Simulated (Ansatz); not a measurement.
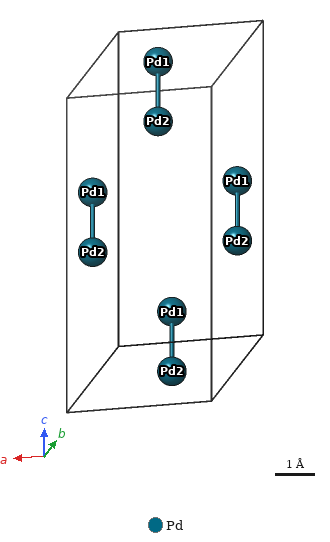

**Figure 1.** The input geometry (ball-and-stick view of the cell 3 times as large as that of the calculation, set on its symmetry axes, seen at an oblique angle; atoms are numbered from 1 in the order of the input). Near neighbours in the crystal (not all of them lie inside the picture): Pd has 1 Pd at 1.76 Å.

## Field-gradient calculation, with input and output: Pd

The run: field-gradient calculation of Pd (R-3m, 2 atoms in the cell). Method and program: DFT, r2SCAN, PAW with Ansatz's default frozen-core files, scalar-relativistic, no spin polarisation (Ansatz 0.2.0).

The structure was built on a prototype by a generator; it need not be a known phase. It belongs to a series of runs on one base structure; here: shortest bond scaled by 0.76, PAW files. Figures and captions count atoms from 1; the log counts them from 0 in places.

**Log**
```
Pd: output.efg is read without spin–orbit coupling, which moves field gradients at and beside such atoms by some per cent and up to a factor of two; PAW files take it under magnetization.noncollinear and magnetization.spin_orbit
Engine: ansatz 0.2.0, aarch64-unknown-linux-gnu
Pseudopotentials: kind: paw
Pseudopotential: Pd, paw, valence charge 18, recommended cutoff 500 eV (meta_gga), Pd.paw.azcp
Functional definition: r2SCAN
  parameter k0 = 0.174
  parameter k1 = 0.065
  parameter a1 = 4.9479
  exchange = r2scan_x(k0 = k0, k1 = k1, a1 = a1)
  correlation = r2scan_c
Crystal: 2 atoms, lattice volume = 38.430 Å³
Basis set: ecut = 500 eV, 941 PW (Γ), exchange–correlation on 120×120×120 points (64 copies of the dense FFT grid, shifted against one another)
Bands: 22, of which v1, the nominal top of the filled ones, is band 18 counted from 1 (17 counted from 0)
Symmetry: 12 space group operations
Space group: R-3m (ITA 166), of the structure as read, at distance tolerance 3.4e-5 Å
k-points: 116 of 1000
Non-local potential: Pd, projectors of the file, l = 0: 2, l = 1: 2, l = 2: 2, l = 3: 1
PAW form: soft (Blöchl's): semilocal exchange-correlation on the pseudo side does not see the compensation charge
PAW frozen core: Pd, regenerated for the run's functional (the file was generated under x = pbe(κ = 0.804, μ = 0.2195149727645171), c = pbe(β = 0.06672455060314922))
PAW one-centre angular grid: Pd, 590 points (default); XC on 160 Gauss nodes
Initial density: superposition of atomic densities (neutral atoms: chi_scale 0, normalization atom), corrected by the library's trained network
Initial wavefunctions: pseudopotential atomic-orbital guess
Functional: x = r2scan, c = r2scan; τ floored in thin density (d = 2e-4 eV/Å³)
SCF iter   1: F=—  HF=-13962.284159 eV  |F-HF|=—  |Δ(HF+E_count)|=         —  Δρ=2.36e-2  dr2=1.39e-1  dr2_τ=1.74e-1  ethr=1.77e-3  ⟨swp⟩=5.9  Hψ=11908  notcnv=0
preconditioner: auto → LDOS  [metal: Δε(μ)=0.020 eV  Ē_g=9.204 eV  σ=0.050 eV  W_gap=0.10  n_scr=14 (ndim 8)  ℏωp=26.8 eV  f_vac=0.021  D(μ)=2.70/eV (n_scr^D=26)  β→1.0]
SCF iter   2: F=—  HF=-13962.340735 eV  |F-HF|=—  |Δ(HF+E_count)|=   5.66e-2  Δρ=1.47e-2  dr2=5.67e-2  dr2_τ=7.15e-3  ethr=3.86e-4  ⟨swp⟩=2.0  Hψ=5107  notcnv=0
SCF iter   3: F=—  HF=-13962.332497 eV  |F-HF|=—  |Δ(HF+E_count)|=   8.24e-3  Δρ=2.40e-3  dr2=2.59e-3  dr2_τ=1.94e-4  ethr=1.58e-4  ⟨swp⟩=2.2  Hψ=4209  notcnv=0
SCF iter   4: F=—  HF=-13962.332681 eV  |F-HF|=—  |Δ(HF+E_count)|=   1.84e-4  Δρ=6.44e-4  dr2=2.19e-4  dr2_τ=7.05e-6  ethr=7.21e-6  ⟨swp⟩=2.1  Hψ=3714  notcnv=0
SCF iter   5: F=—  HF=-13962.332744 eV  |F-HF|=—  |Δ(HF+E_count)|=   6.37e-5  Δρ=3.15e-4  dr2=4.20e-5  dr2_τ=6.64e-6  ethr=6.07e-7  ⟨swp⟩=2.0  Hψ=3723  notcnv=0
SCF iter   6: F=—  HF=-13962.332732 eV  |F-HF|=—  |Δ(HF+E_count)|=   1.22e-5  Δρ=6.01e-5  dr2=1.73e-6  dr2_τ=1.49e-7  ethr=1.17e-7  ⟨swp⟩=2.1  Hψ=3786  notcnv=0
SCF iter   7: F=-13962.332732 eV  HF=-13962.332732 eV  |F-HF|=2.93e-8  |Δ(HF+E_count)|=   1.12e-7  Δρ=8.44e-6  dr2=1.73e-8  dr2_τ=2.08e-9  ethr=2.78e-10  ⟨swp⟩=3.2  Hψ=11047  notcnv=0
SCF 1 converged in 7 iterations: F = -13962.332732 eV  dr2 = 1.73e-8
  greatest PAW one-centre occupation: 1.006 electrons in one spin orbital (limit 2), on the Pd atom at site 1 (counted from 0), in its partial waves of l = 1
```

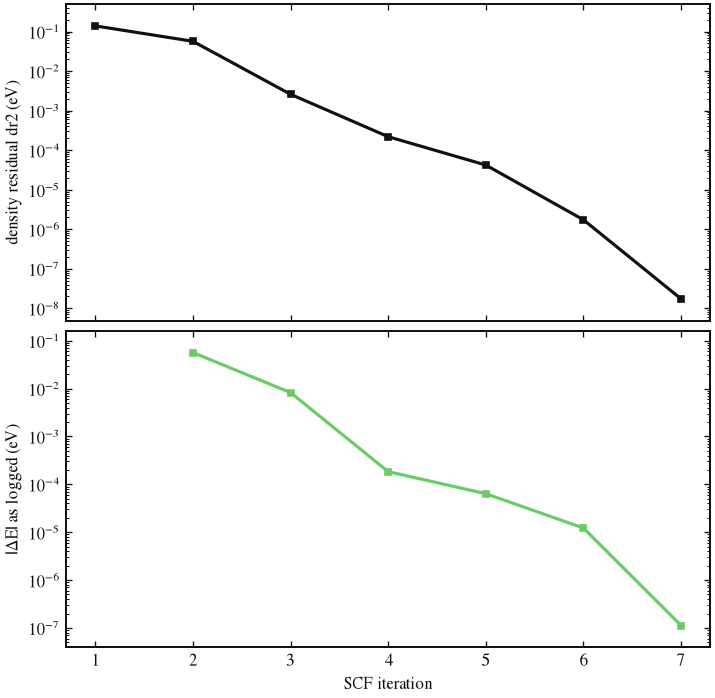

**Figure 2.** Convergence of the self-consistent field: density residual dr2 and size of the energy change against the SCF iteration. The residual falls at every step.

```
SCF converged after 7 iterations
Free energy (F): -13962.332732 eV
Harris-Foulkes:  -13962.332732 eV  (|F-HF|=2.93e-8)
Internal energy: -13962.311164 eV  (E = F + TS)
E sigma→0 (E₀):  -13962.321948 eV
Entropy (-TS):   -0.021568 eV (-10.784 meV/atom)
Fermi energy:    14.873789 eV
--- Per-component energies (eV) ---
  E_band       = -546.199464
  E_kinetic    = 1046.849603
  E_local      = -5163.729852  (includes V_loc(G=0)·N_el)
  E_nonlocal   = 441.872658
  E_hartree    = 2132.818754
  E_xc         = -321.759819
  E_vxc        = -467.359848  (∫ρ·V_xc dr)
  E_paw        = -7549.992304  (= ΣΔE_a)
  E_vpaw       = -704.114678  (= ΣTr[D̂ρ^β])
  E_aug_tail   = 0.000217  (compensation charges beyond the density's cutoff)
  E_vtau       = 34.648259  (kinetic-family band-sum trace: ∫τ·v_τ [+ j·A + Jᵃ·Aᵃ] dr)
  E_ewald      = -4547.466248
  E_core_change = -0.904173  (= ΣΔE_core)
  E_smearing   = -0.021568  (= −TS)
  E_closure    = 0.000000  (closes the sum)
  Σ components = -13962.332732   (vs F -13962.332732, Δ=0.00e0)
--- Forces (eV/Å), atoms counted from 1 ---
  atom   1  Pd   -19.30327469    19.30327469    19.30327469
  atom   2  Pd    19.30327469   -19.30327469   -19.30327469
  max |Σ_I F_I| component: 7.11e-15 eV/Å
--- Stress (GPa, compression-positive) ---
       82.555430     -85.657022     -85.657022
      -85.657022      82.555430      85.657022
      -85.657022      85.657022      82.555430
  P = ⅓ Tr σ = 82.5554 GPa (825.554 kbar)
--- PAW observables at the nuclei: V_zz in 10²¹ V/m², potentials from the cell's mean, atoms counted from 1 ---
  atom   1  Pd V_zz =   +32.337271   η = 0.0000   by run symmetry: allowed
            electrostatic potential = -7249.169666 V   contact ρ = 865099.130762 e/Å³
  atom   2  Pd V_zz =   +32.337271   η = 0.0000   by run symmetry: allowed
            electrostatic potential = -7249.169666 V   contact ρ = 865099.130762 e/Å³
--- Band table (eV; the first three rows and the last of 116) ---
  k-point 0: bands = ["-74.2862", "-72.8024", "-42.0105", "-38.3249", "-38.3249", "-37.7238", "-37.7238", "-36.6946", "7.5040", "7.5040", "7.5985", "8.5746", "9.7463", "9.7463", "12.1163", "12.1163", "13.0676", "13.7932", "13.7932", "24.9739", "27.2511", "27.4249"]
  k-point 1: bands = ["-74.2842", "-72.8048", "-42.0063", "-38.3440", "-38.3231", "-37.7261", "-37.7057", "-36.6979", "7.3668", "7.5084", "7.6365", "8.7391", "9.7805", "9.8290", "12.0110", "12.1484", "13.0912", "13.7632", "13.9089", "24.8114", "25.4483", "26.9480"]
  k-point 2: bands = ["-74.2788", "-72.8110", "-41.9953", "-38.3902", "-38.3181", "-37.7321", "-37.6614", "-36.7072", "7.1645", "7.5252", "7.5728", "9.1594", "9.8585", "10.1269", "11.7688", "12.2494", "13.2430", "13.6724", "14.1062", "22.2634", "25.1831", "26.2933"]
  k-point 115: bands = ["-74.2211", "-72.8781", "-41.8708", "-38.5272", "-38.5272", "-37.5066", "-37.5066", "-36.8409", "6.0155", "6.7675", "6.7675", "9.7288", "9.7288", "11.7544", "12.3660", "12.3660", "14.3769", "15.2815", "15.2815", "17.3224", "24.1551", "24.1551"]
--- Löwdin populations: 2 sites ---
  site symbol       q [e]
     0     Pd     17.1537
     1     Pd     17.1537
  spilling = 0.047014 (of n_electrons = 36.000000)
```

**File populations.tsv**
```
# site	symbol	l	j	q
# orbitals = lowdin
# n_electrons = 36.000000
# spilling = 0.047014
0	Pd	0_4S	-	1.995427
0	Pd	1_4P	-	5.994086
0	Pd	2_4D	-	9.164230
1	Pd	0_4S	-	1.995427
1	Pd	1_4P	-	5.994086
1	Pd	2_4D	-	9.164230
```

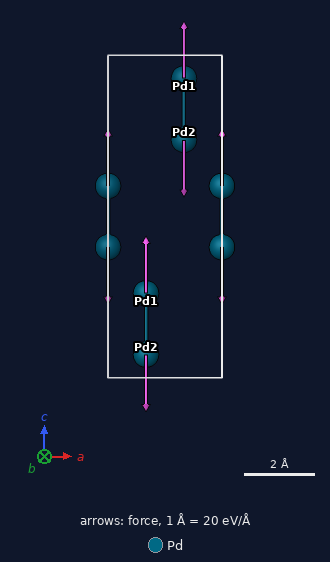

**Figure 3.** Forces on the atoms as pink arrows (ball-and-stick view of the cell 3 times as large as that of the calculation, set on its symmetry axes, along the b axis; atoms are numbered from 1 in the order of the input). The largest act on Pd1, Pd2 (33.43 eV/Å). The geometry is not a stationary point of this energy.

This output came from the following input.

**The input**
```yaml
crystal:
  lattice:
    - [0.0, 2.6784289448, 2.6784289448]
    - [2.6784289448, 0.0, 2.6784289448]
    - [2.6784289448, 2.6784289448, 0.0]
  atoms:
    - { symbol: Pd, position: [-0.215, -0.095, -0.095] }
    - { symbol: Pd, position: [0.215, 0.095, 0.095] }
kpoints:
  mp_grid: { grid: [10, 10, 10] }
scf:
  occupations: { method: fermi_dirac, width: 0.05 }
hamiltonian:
  xc: r2scan
  pseudopotentials: { kind: paw }
output:
  forces: true
  stress: true
  eigenvalues: true
  efg: { contact_densities: true }
  populations: true
```

Launched with:
```bash
ansatz run input.yaml --threads 1 --pin off --max-ram 2048MiB --backend cpu --events-out ev --progress --plain --runs-dir out
```

**Key numbers**

- outcome: converged
- space group (tolerance 0.01 Å): R-3m (166)
- electrons treated: 36
- free energy: −13962.3327 eV
- Fermi energy: 14.874 eV
- pressure: 82.56 GPa
- field gradient V_zz (10²¹ V/m²): Pd 32.34, Pd 32.34
- largest force (length of the vector): 33.434 eV/Å
- hardware: 1 thread of Arm Neoverse V2, 24 GiB of memory available, shared host
- wall time: 12 s
- peak memory: 0.49 GiB

**Remarks**

Warnings of the run: the field gradients leave out spin–orbit coupling. The cell is under a pressure of 83 GPa at this level, so it is not at its equilibrium volume.
